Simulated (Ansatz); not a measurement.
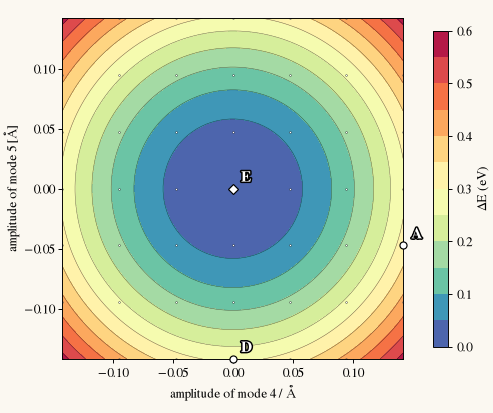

TaN (P6_3/mmc, No. 194; 4 atoms in the cell). The energy is mapped over two normal modes frozen in (zone-centre modes of the 4-atom cell of this scan). First axis: amplitude of mode 4 (149 cm⁻¹), largest displacement. Second axis: amplitude of mode 5 (149 cm⁻¹), largest displacement. Nothing is relaxed (the cell and all other modes fixed). The grid has 7 × 7 points; 16 points were computed and 33 follow by symmetry. Points are written as (first, second). Energies are in eV per cell, from the lowest grid point. All numbers below come from DFT PBEsol, scalar-relativistic, plane waves, PAW in Ansatz. Settings: cutoff 520 eV, k-mesh 15×15×8 in the order of the run's cell vectors, gaussian smearing 0.15 eV, no spin polarisation.

In the figure: filled contours, dots at the grid points, lettered points. Between grid points the surface is interpolated.

Question: Is E the lowest point of the computed grid?

Answer: Yes. E, at (0.000 Å, 0.000 Å), has the lowest energy of the grid.

Question: Rank the lettered points by energy, lowest first.

Answer: E (0.000 eV), D (0.291 eV), A (0.322 eV).

PAW datasets: the set soft_1.
